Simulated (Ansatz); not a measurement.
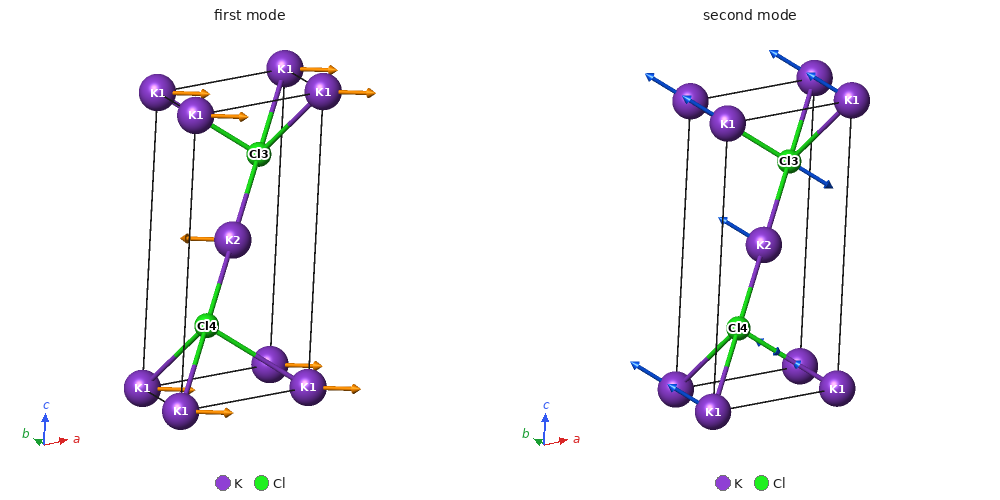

The system is KCl (Fm-3m, No. 225; 4 atoms in the cell); the picture shows the reference structure; its two panels give the patterns of the first and the second mode as arrows. The energy is mapped over two normal modes frozen in (zone-centre modes of the 4-atom cell of this scan, which folds in the wave vector (0, 0, 1/2) of the primitive cell). The first coordinate is: amplitude of mode 4 (92 cm⁻¹), largest displacement; the second: amplitude of mode 9 (126 cm⁻¹), largest displacement. Nothing is relaxed (the cell and all other modes fixed). Grid: 7 × 7 points; 16 points were computed and 33 follow by symmetry. Points are written as (first, second). Energies: meV per cell, counted from the lowest grid point. These are results of DFT PBE, scalar-relativistic, plane waves, PAW (Ansatz 0.2.0), not measurements. Settings: cutoff 420 eV, k-mesh 6×6×6, gaussian smearing 0.05 eV, no spin polarisation.

Its coordinates:

```
CELL_PARAMETERS angstrom
0.00000 -3.18978 -3.18978
-3.18978 0.00000 -3.18978
3.18978 3.18978 -6.37957
ATOMIC_POSITIONS crystal
K 0.00000 0.00000 0.00000
K 0.50000 0.50000 0.50000
Cl 0.75000 0.75000 0.75000
Cl 0.25000 0.25000 0.25000
```

Range: amplitude of mode 4 (92 cm⁻¹), largest displacement from −0.497 to 0.497 Å; amplitude of mode 9 (126 cm⁻¹), largest displacement from −0.124 to 0.124 Å.

Question: What landscape does the calculation give?

Answer: The lowest grid point is at (0.000 Å, 0.000 Å). It is the only kind of minimum in the scanned range. The highest grid point, (−0.497 Å, −0.124 Å), lies 431 meV above the lowest. The gap on the k-mesh is 5.0 eV at the lowest point and runs from 5.0 to 5.1 eV over the map.

```csv
"second ↓, first →",−0.497,−0.331,−0.166,0.000,0.166,0.331,0.497
0.124,431,223,105,67,105,223,431
0.083,370,174,64,28,64,174,370
0.041,335,147,41,7,41,147,335
0.000,324,138,34,0,34,138,324
−0.041,335,147,41,7,41,147,335
−0.083,370,174,64,28,64,174,370
−0.124,431,223,105,67,105,223,431
```

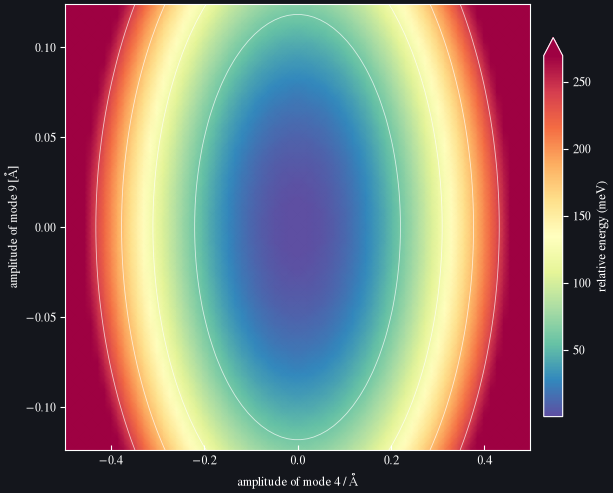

Drawn: a smooth colour map with a few white contour lines, one colour for all values above the top of the scale. Between grid points the surface is interpolated.

Each point was launched as `ansatz run input.yaml --threads 1 --pin off --max-ram 2048MiB --backend cpu --events-out ev --progress --plain --runs-dir out`. Time for the 16 points that were run: 10 min on 1 thread of Arm Neoverse N1 (shared host).
